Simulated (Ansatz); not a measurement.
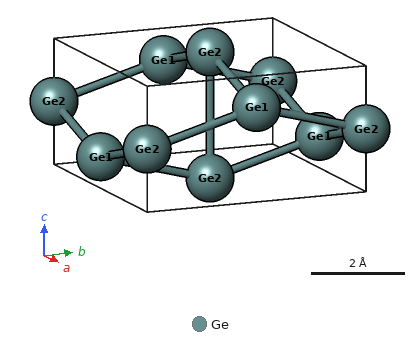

**Figure 1.** The input geometry (ball-and-stick view of the cell 2 times as large as that of the calculation, set on its symmetry axes, seen slightly off an axis; atoms are numbered from 1 in the order of the input). An atom can appear more than once, as a periodic image. Near neighbours in the periodic cell (some may lie outside the picture): Ge has 6 Ge at 2.67 to 2.79 Å.

**Geometry relaxation, with input and output: Ge**

Ge (I4₁/amd, 2 atoms in the cell), computed with DFT PBEsol, scalar-relativistic, plane waves, PAW, no spin polarisation (Ansatz 0.2.0).

The structure derives from a Materials Project entry. Figures and captions count atoms from 1; the log counts them from 0 in places.

**Input**
```yaml
crystal:
  lattice:
    - [-2.574489719, 2.574489719, 1.3974126432]
    - [2.574489719, -2.574489719, 1.3974126432]
    - [2.574489719, 2.574489719, -1.3974126432]
  atoms:
    - { symbol: Ge, position: [0.25, 0.75, 0.5] }
    - { symbol: Ge, position: [0.5, 0.5, 0.0] }
basis:
  ecutwfc: 420
kpoints:
  mp_grid: { grid: [16, 16, 16] }
hamiltonian:
  xc: pbesol
scf:
  occupations: { method: gaussian, width: 0.1 }
output:
  forces: true
  stress: true
  eigenvalues: true
relax:
  adjacent_minimum: "off"
  f_tol: 0.005
  max_steps: 80
  cell: { stress_tol: 0.05 }
```

Run on 2 threads of Intel Xeon (Sapphire Rapids), 192 GiB of memory available, shared host.

Launch command:
```bash
ansatz run input.yaml --threads 2 --pin off --max-ram 5120MiB --backend cpu --events-out ev --progress --plain --runs-dir out
```

**Output**
```
Engine: ansatz 0.2.0, x86_64-unknown-linux-gnu
Pseudopotentials: kind: paw
Pseudopotential: Ge, paw, valence charge 14, recommended cutoff 420 eV (normal), Ge.paw.azcp
Functional definition: PBEsol
  exchange = pbesol_x
  correlation = pbesol_c
Crystal: 2 atoms, lattice volume = 37.048 Å³
Basis set: ecut = 420 eV, 733 PW (Γ), exchange–correlation on 54×54×54 points (8 copies of the dense FFT grid, shifted against one another)
Bands: 18, of which v1, the nominal top of the filled ones, is band 14 counted from 1 (13 counted from 0)
Symmetry: 16 space group operations
Space group: I41/amd (ITA 141), of the structure as read, at distance tolerance 3.3e-5 Å
k-points: 349 of 4096
Non-local potential: Ge, projectors of the file, l = 0: 2, l = 1: 2, l = 2: 3, l = 3: 1
PAW form: soft (Blöchl's): semilocal exchange-correlation on the pseudo side does not see the compensation charge
PAW frozen core: Ge, regenerated for the run's functional, and the local potential with it (the file was generated under x = pbe(κ = 0.804, μ = 0.2195149727645171), c = pbe(β = 0.06672455060314922))
PAW one-centre angular grid: Ge, 590 points (default); XC on 64 Gauss nodes
Initial density: superposition of atomic densities (neutral atoms: chi_scale 0, normalization atom), corrected by the library's trained network
Initial wavefunctions: pseudopotential atomic-orbital guess
Functional: x = pbesol(κ = 0.804, μ = 0.12345679012345678), c = pbesol(β = 0.046)
SCF iter   1: F=—  HF=-8506.668214 eV  |F-HF|=—  |Δ(HF+E_count)|=         —  Δρ=2.28e-3  dr2=1.27e-3  ethr=1.77e-3  ⟨swp⟩=5.1  Hψ=25759  notcnv=0
preconditioner: auto → Kerker (q_TF=auto, 2.604 Å⁻¹)  [metal: Δε(μ)=0.032 eV  Ē_g=23.455 eV  σ=0.100 eV  W_gap=0.18  n_scr=16 (ndim 8)  ℏωp=32.3 eV  f_vac=0.000  D(μ)=0.65/eV (n_scr^D=4)]
SCF iter   2: F=—  HF=-8506.667055 eV  |F-HF|=—  |Δ(HF+E_count)|=   1.16e-3  Δρ=1.14e-3  dr2=3.59e-4  ethr=4.54e-6  ⟨swp⟩=2.0  Hψ=13864  notcnv=0
SCF iter   3: F=—  HF=-8506.667056 eV  |F-HF|=—  |Δ(HF+E_count)|=   9.71e-7  Δρ=6.17e-4  dr2=1.21e-4  ethr=1.28e-6  ⟨swp⟩=1.0  Hψ=6229  notcnv=0
SCF iter   4: F=—  HF=-8506.667047 eV  |F-HF|=—  |Δ(HF+E_count)|=   8.61e-6  Δρ=7.79e-5  dr2=1.85e-6  ethr=4.31e-7  ⟨swp⟩=2.1  Hψ=7287  notcnv=0
SCF iter   5: F=—  HF=-8506.667046 eV  |F-HF|=—  |Δ(HF+E_count)|=   8.50e-7  Δρ=1.04e-5  dr2=3.89e-8  ethr=6.61e-9  ⟨swp⟩=2.4  Hψ=9021  notcnv=0
SCF iter   6: F=-8506.667046 eV  HF=-8506.667046 eV  |F-HF|=1.13e-9  |Δ(HF+E_count)|=   5.19e-9  Δρ=2.62e-6  dr2=2.40e-9  ethr=1.39e-10  ⟨swp⟩=3.2  Hψ=19992  notcnv=0
SCF 1 converged in 6 iterations: F = -8506.667046 eV  dr2 = 2.40e-9
  greatest PAW one-centre occupation: 0.998 electrons in one spin orbital (limit 2), on the Ge atom at site 1 (counted from 0), in its partial waves of l = 2
relax step   1: F+E_penalty+E_count = -8506.66704625 eV  Δ(F+E_penalty+E_count) = +0.000e0 eV  max|allowed force component| = 6.939e-18 eV/Å  Δτ_max = 0.0000 Å  P = -0.761 GPa  Ω = 37.048 Å³  (6 SCF iters, dr2 threshold 1.00e-7 eV, accepted)
Crystal: 2 atoms, lattice volume = 36.607 Å³
Basis set: ecut = 420 eV, 725 PW (Γ), exchange–correlation on 54×54×54 points (8 copies of the dense FFT grid, shifted against one another)
Initial density: handed on by an earlier stage of this run
Initial wavefunctions: those handed on with the density
iter 1 solved again at ethr=1.48e-7 eV; its pass at ethr=3.10e-3 eV (dr2=4.15e-5 eV) is discarded
SCF iter   1: F=—  HF=-8506.668043 eV  |F-HF|=—  |Δ(HF+E_count)|=         —  Δρ=4.34e-4  dr2=4.52e-5  ethr=1.48e-7  ⟨swp⟩=2.0  Hψ=32955  notcnv=0
preconditioner: auto → Kerker (q_TF=auto, 2.609 Å⁻¹)  [metal: Δε(μ)=0.031 eV  Ē_g=23.561 eV  σ=0.100 eV  W_gap=0.17  n_scr=16 (ndim 8)  ℏωp=32.5 eV  f_vac=0.000  D(μ)=0.63/eV (n_scr^D=4)]
SCF iter   2: F=—  HF=-8506.668049 eV  |F-HF|=—  |Δ(HF+E_count)|=   5.36e-6  Δρ=2.82e-4  dr2=1.98e-5  ethr=1.48e-7  ⟨swp⟩=1.0  Hψ=6282  notcnv=0
SCF iter   3: F=—  HF=-8506.668050 eV  |F-HF|=—  |Δ(HF+E_count)|=   1.59e-6  Δρ=3.52e-5  dr2=3.29e-7  ethr=7.06e-8  ⟨swp⟩=1.0  Hψ=6326  notcnv=0
SCF iter   4: F=-8506.668050 eV  HF=-8506.668050 eV  |F-HF|=3.85e-8  |Δ(HF+E_count)|=   1.34e-7  Δρ=1.41e-5  dr2=8.91e-8  ethr=7.14e-10  ⟨swp⟩=4.1  Hψ=22399  notcnv=0
SCF 2 converged in 4 iterations: F = -8506.668050 eV  dr2 = 8.91e-8
relax step   2: F+E_penalty+E_count = -8506.66805002 eV  Δ(F+E_penalty+E_count) = -1.004e-3 eV  max|allowed force component| = 1.388e-17 eV/Å  Δτ_max = 0.0000 Å  P = +0.192 GPa  Ω = 36.607 Å³  energy of the carried Pulay correction = +8.005e-5 eV  (4 SCF iters, dr2 threshold 2.00e-7 eV, accepted)
Crystal: 2 atoms, lattice volume = 36.693 Å³
iter 1 solved again at ethr=4.52e-9 eV; its pass at ethr=3.10e-3 eV (dr2=1.27e-6 eV) is discarded
SCF iter   1: F=—  HF=-8506.668104 eV  |F-HF|=—  |Δ(HF+E_count)|=         —  Δρ=7.99e-5  dr2=1.69e-6  ethr=4.52e-9  ⟨swp⟩=2.4  Hψ=33022  notcnv=0
preconditioner: auto → Kerker (q_TF=auto, 2.608 Å⁻¹)  [metal: Δε(μ)=0.003 eV  Ē_g=23.552 eV  σ=0.100 eV  W_gap=0.02  n_scr=16 (ndim 8)  ℏωp=32.4 eV  f_vac=0.000  D(μ)=0.63/eV (n_scr^D=4)]
SCF iter   2: F=—  HF=-8506.668104 eV  |F-HF|=—  |Δ(HF+E_count)|=   1.04e-7  Δρ=5.23e-5  dr2=7.23e-7  ethr=4.52e-9  ⟨swp⟩=2.0  Hψ=11144  notcnv=0
SCF iter   3: F=-8506.668104 eV  HF=-8506.668104 eV  |F-HF|=5.14e-8  |Δ(HF+E_count)|=   8.76e-8  Δρ=1.12e-5  dr2=4.47e-8  ethr=7.14e-10  ⟨swp⟩=2.0  Hψ=23711  notcnv=0
SCF 3 converged in 3 iterations: F = -8506.668104 eV  dr2 = 4.47e-8
relax step   3: F+E_penalty+E_count = -8506.66810402 eV  Δ(F+E_penalty+E_count) = -5.400e-5 eV  max|allowed force component| = 6.939e-18 eV/Å  Δτ_max = 0.0000 Å  P = +0.006 GPa  Ω = 36.693 Å³  energy of the carried Pulay correction = +6.352e-5 eV  (3 SCF iters, dr2 threshold 2.00e-7 eV, accepted)
Crystal: 2 atoms, lattice volume = 36.699 Å³
iter 1 solved again at ethr=1.28e-9 eV; its pass at ethr=3.10e-3 eV (dr2=3.60e-7 eV) is discarded
SCF iter   1: F=—  HF=-8506.668107 eV  |F-HF|=—  |Δ(HF+E_count)|=         —  Δρ=3.24e-5  dr2=4.86e-7  ethr=1.28e-9  ⟨swp⟩=2.0  Hψ=32862  notcnv=0
preconditioner: auto → Kerker (q_TF=auto, 2.608 Å⁻¹)  [metal: Δε(μ)=0.013 eV  Ē_g=23.550 eV  σ=0.100 eV  W_gap=0.07  n_scr=16 (ndim 8)  ℏωp=32.4 eV  f_vac=0.000  D(μ)=0.63/eV (n_scr^D=4)]
SCF iter   2: F=—  HF=-8506.668106 eV  |F-HF|=—  |Δ(HF+E_count)|=   4.77e-7  Δρ=2.16e-5  dr2=2.20e-7  ethr=1.28e-9  ⟨swp⟩=2.0  Hψ=11063  notcnv=0
SCF iter   3: F=—  HF=-8506.668106 eV  |F-HF|=—  |Δ(HF+E_count)|=   6.20e-8  Δρ=6.92e-6  dr2=1.85e-8  ethr=7.86e-10  ⟨swp⟩=2.6  Hψ=10838  notcnv=0
SCF iter   4: F=-8506.668106 eV  HF=-8506.668106 eV  |F-HF|=1.93e-10  |Δ(HF+E_count)|=   1.37e-8  Δρ=1.62e-6  dr2=7.08e-10  ethr=2.63e-11  ⟨swp⟩=4.0  Hψ=21868  notcnv=0
SCF 4 converged in 4 iterations: F = -8506.668106 eV  dr2 = 7.08e-10
relax step   4: F+E_penalty+E_count = -8506.66810633 eV  Δ(F+E_penalty+E_count) = -2.306e-6 eV  max|allowed force component| = 1.041e-17 eV/Å  Δτ_max = 0.0000 Å  P = -0.004 GPa  Ω = 36.699 Å³  energy of the carried Pulay correction = +6.217e-5 eV  (4 SCF iters, dr2 threshold 7.36e-9 eV, accepted)
Initial wavefunctions: pseudopotential atomic-orbital guess (no wavefunctions were taken with the density)
iter 1 solved again at ethr=1.28e-8 eV; its pass at ethr=3.10e-3 eV (dr2=3.60e-6 eV) is discarded
SCF iter   1: F=—  HF=-8506.668042 eV  |F-HF|=—  |Δ(HF+E_count)|=         —  Δρ=5.64e-6  dr2=3.62e-9  ethr=1.28e-8  ⟨swp⟩=3.0  Hψ=41990  notcnv=0
preconditioner: auto → Kerker (q_TF=auto, 2.608 Å⁻¹)  [metal: Δε(μ)=0.012 eV  Ē_g=23.550 eV  σ=0.100 eV  W_gap=0.07  n_scr=16 (ndim 8)  ℏωp=32.4 eV  f_vac=0.000  D(μ)=0.63/eV (n_scr^D=4)]
SCF iter   2: F=—  HF=-8506.668041 eV  |F-HF|=—  |Δ(HF+E_count)|=   1.88e-7  Δρ=5.41e-6  dr2=5.40e-9  ethr=1.29e-11  ⟨swp⟩=2.0  Hψ=11175  notcnv=0
SCF iter   3: F=—  HF=-8506.668041 eV  |F-HF|=—  |Δ(HF+E_count)|=  7.28e-10  Δρ=2.26e-6  dr2=1.14e-9  ethr=1.29e-11  ⟨swp⟩=2.0  Hψ=7785  notcnv=0
SCF iter   4: F=—  HF=-8506.668041 eV  |F-HF|=—  |Δ(HF+E_count)|=  6.04e-10  Δρ=3.43e-7  dr2=5.08e-11  ethr=4.06e-12  ⟨swp⟩=2.0  Hψ=11177  notcnv=0
SCF iter   5: F=-8506.668041 eV  HF=-8506.668041 eV  |F-HF|=1.82e-12  |Δ(HF+E_count)|=  2.00e-11  Δρ=7.79e-8  dr2=2.01e-12  ethr=1.00e-12  ⟨swp⟩=5.0  Hψ=23808  notcnv=0
SCF 5 converged in 5 iterations: F = -8506.668041 eV  dr2 = 2.01e-12
relax step   5: F+E_penalty+E_count = -8506.66804145 eV  Δ(F+E_penalty+E_count) = +6.487e-5 eV  max|allowed force component| = 6.939e-18 eV/Å  Δτ_max = 0.0000 Å  P = -0.003 GPa  Ω = 36.699 Å³  stress off target by 8.01e-3 GPa  SCF on the basis re-selected at this cell (its energy is not comparable with the rows above)  (5 SCF iters)
```

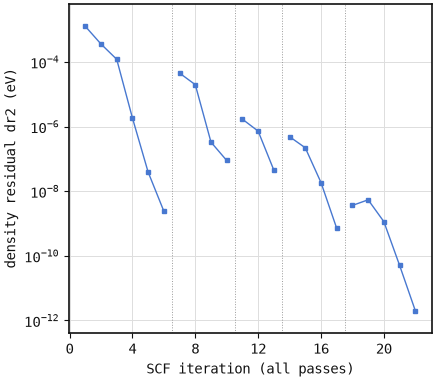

**Figure 2.** Convergence of the self-consistent field: density residual dr2 against the SCF iteration. The dotted lines part the SCF passes of the relaxation: geometry steps, rejected trials and re-solves on a re-selected basis. The 5 passes take 3 to 6 iterations each, 22 in all.

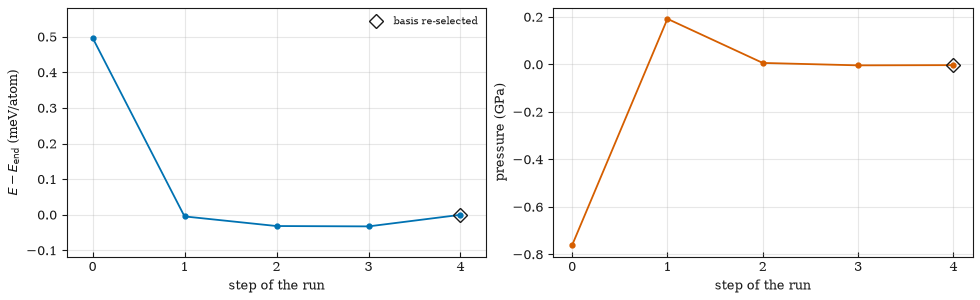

**Figure 3.** Progress of the relaxation, step by step (the first geometry is step 0 here and step 1 in the log). No atom moves by more than 0.005 Å relative to the cell. The volume changes by −0.9 %, with a = b 5.149 → 5.126 Å (−0.4 %), c 2.795 → 2.793 Å (−0.1 %). Distances before and after: Ge1–Ge2 2.668 → 2.656 Å. The space group stays I4_1/amd (No. 141). Over 3 geometry steps the energy falls by 0.5 meV per atom. All forces vanish by symmetry, so only the cell relaxes. The pressure goes from −0.76 to 0.00 GPa. A last SCF at the same geometry on a re-selected plane-wave basis shifts the energy by +0.0 meV per atom. (Atoms are counted from 1 in the order of the input.)

```
basis re-selected at this cell: Δ(F+E_penalty+E_count) = +6.487e-5 eV, ΔP = +0.001 GPa vs the last step (what re-selecting the basis moved, of the pressure what is left beyond the Pulay correction that the steps carried, after the strain that the cell walked since its last selection, with what the two solves' SCF thresholds leave and, on support functions, any second-order correction that the steps lacked; it is no measure of the basis error at this ecutwfc). This SCF's stress stands 8.01e-3 GPa from its target on what of the cell is left free (relax.cell.stress_tol is 5.00e-2 GPa) and its largest allowed force component is 6.94e-18 eV/Å (relax.f_tol is 5.00e-3 eV/Å): within both
SCF converged after 5 iterations
Free energy (F): -8506.668041 eV
Harris-Foulkes:  -8506.668041 eV  (|F-HF|=1.82e-12)
Internal energy: -8506.664894 eV  (E = F + TS)
E sigma→0 (E₀):  -8506.666468 eV
Entropy (-TS):   -0.003147 eV (-1.574 meV/atom)
Fermi energy:    11.208074 eV
--- Per-component energies (eV) ---
  E_band       = -221.653163
  E_kinetic    = 222.499796
  E_local      = -4276.981450  (includes V_loc(G=0)·N_el)
  E_nonlocal   = 836.360734
  E_hartree    = 1872.780914
  E_xc         = -150.612648
  E_vxc        = -130.218606  (∫ρ·V_xc dr)
  E_paw        = -3954.097394  (= ΣΔE_a)
  E_vpaw       = -618.876064  (= ΣTr[D̂ρ^β])
  E_aug_tail   = 0.000575  (compensation charges beyond the density's cutoff)
  E_ewald      = -3058.451294
  E_core_change = 1.835872  (= ΣΔE_core)
  E_smearing   = -0.003147  (= −TS)
  E_closure    = -0.000000  (closes the sum)
  Σ components = -8506.668041   (vs F -8506.668041, Δ=0.00e0)
--- Forces (eV/Å), atoms counted from 1 ---
  atom   1  Ge    -0.00000000    -0.00000000     0.00000000
  atom   2  Ge    -0.00000000     0.00000000     0.00000000
  max |Σ_I F_I| component: 1.39e-17 eV/Å
--- Stress (GPa, compression-positive) ---
       -0.008012       0.000000       0.000000
        0.000000      -0.008012      -0.000000
        0.000000       0.000000       0.007371
  P = ⅓ Tr σ = -0.0029 GPa (-0.029 kbar)
--- Band table (eV; the first three rows and the last of 349) ---
  k-point 0: bands = ["-13.5401", "-13.4915", "-13.4631", "-13.4585", "-13.3528", "-13.3528", "-13.3460", "-13.3460", "-13.2809", "-13.2122", "-2.2027", "7.2039", "8.8434", "8.8434", "14.4198", "18.8805", "18.8805", "19.3425"]
  k-point 1: bands = ["-13.5380", "-13.4920", "-13.4612", "-13.4599", "-13.3537", "-13.3516", "-13.3454", "-13.3452", "-13.2823", "-13.2145", "-2.1590", "6.7367", "8.8913", "9.2045", "14.6498", "18.2789", "18.6315", "19.5056"]
  k-point 2: bands = ["-13.5316", "-13.4932", "-13.4637", "-13.4553", "-13.3566", "-13.3483", "-13.3437", "-13.3427", "-13.2862", "-13.2212", "-2.0281", "5.8449", "9.0347", "9.8000", "15.3175", "17.3247", "18.0025", "19.3814"]
  k-point 348: bands = ["-13.4981", "-13.4981", "-13.3694", "-13.3694", "-13.3550", "-13.3550", "-13.3504", "-13.3504", "-13.3426", "-13.3426", "2.3055", "2.3055", "5.2084", "5.2084", "17.2966", "17.2966", "22.3675", "22.3675"]
--- Relaxed structure (4 steps of the walk, 4 accepted, 1 SCFs on fresh bases) ---
  F+E_penalty+E_count = -8506.66804145 eV   max|allowed force component| = 6.939e-18 eV/Å   (the final SCF, on the basis selected at the relaxed cell)
  cell:  # Å, volume = 36.6989 Å³
    - [-2.5630127545768113, 2.5630127545768113, 1.3966622729679583]
    - [2.5630127545768113, -2.5630127545768113, 1.3966622729679583]
    - [2.5630127545768113, 2.5630127545768113, -1.3966622729679583]
  atoms:
    - { symbol: Ge, position: [0.24999999999999997, 0.75, 0.5] }
    - { symbol: Ge, position: [0.49999999999999994, 0.49999999999999994, -4.86011382357109e-35] }
```

**Trajectory as extended XYZ (Å, eV, eV/Å), 5 frames, from step=1 to step=5**
```
2
Lattice="-2.5745 2.5745 1.3974 2.5745 -2.5745 1.3974 2.5745 2.5745 -1.3974" Properties=species:S:1:pos:R:3:forces:R:3 step=1 energy=-8506.66705 pressure_GPa=-0.76
Ge    2.5745    0.0000    0.6987    0.0000   0.0000   0.0000
Ge    0.0000    0.0000    1.3974    0.0000   0.0000   0.0000
2
Lattice="-2.5621 2.5621 1.3941 2.5621 -2.5621 1.3941 2.5621 2.5621 -1.3941" Properties=species:S:1:pos:R:3:forces:R:3 step=2 energy=-8506.66805 pressure_GPa=0.19
Ge    2.5621    0.0000    0.6970    0.0000   0.0000   0.0000
Ge    0.0000    0.0000    1.3941    0.0000   0.0000   0.0000
2
Lattice="-2.5633 2.5633 1.3961 2.5633 -2.5633 1.3961 2.5633 2.5633 -1.3961" Properties=species:S:1:pos:R:3:forces:R:3 step=3 energy=-8506.66810 pressure_GPa=0.01
Ge    2.5633    0.0000    0.6980    0.0000   0.0000   0.0000
Ge    0.0000    0.0000    1.3961    0.0000   0.0000   0.0000
2
Lattice="-2.5630 2.5630 1.3967 2.5630 -2.5630 1.3967 2.5630 2.5630 -1.3967" Properties=species:S:1:pos:R:3:forces:R:3 step=4 energy=-8506.66811 pressure_GPa=-0.00
Ge    2.5630    0.0000    0.6983    0.0000   0.0000   0.0000
Ge    0.0000    0.0000    1.3967    0.0000   0.0000   0.0000
2
Lattice="-2.5630 2.5630 1.3967 2.5630 -2.5630 1.3967 2.5630 2.5630 -1.3967" Properties=species:S:1:pos:R:3:forces:R:3 step=5 energy=-8506.66804 pressure_GPa=-0.00
Ge    2.5630    0.0000    0.6983    0.0000   0.0000   0.0000
Ge    0.0000    0.0000    1.3967    0.0000   0.0000   0.0000
```

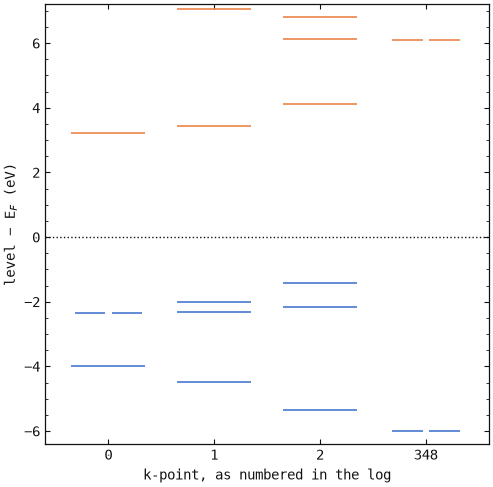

**Figure 4.** Kohn–Sham levels near the Fermi level (dotted) at the few k-points that the log prints; levels within 0.02 eV of each other stand side by side. The system is metallic on the full mesh.

**Results in brief**

| quantity | value |
| --- | --- |
| outcome | converged |
| space group (tolerance 0.01 Å) | I4₁/amd (141) |
| electrons treated | 28 |
| free energy | −8506.6680 eV |
| Fermi energy | 11.208 eV |
| gap on the k-point mesh | none (metallic) |
| pressure | 0.00 GPa |
| final volume | 36.70 Å³ |
| largest force (length of the vector) at the end | under 0.001 eV/Å |
| final cell | a = 3.884 Å, b = 3.884 Å, c = 3.884 Å, α = 97.43°, β = 97.43°, γ = 137.85° |
| wall time | 32 s (CPU time 61 s) |
| peak memory | 0.56 GiB |
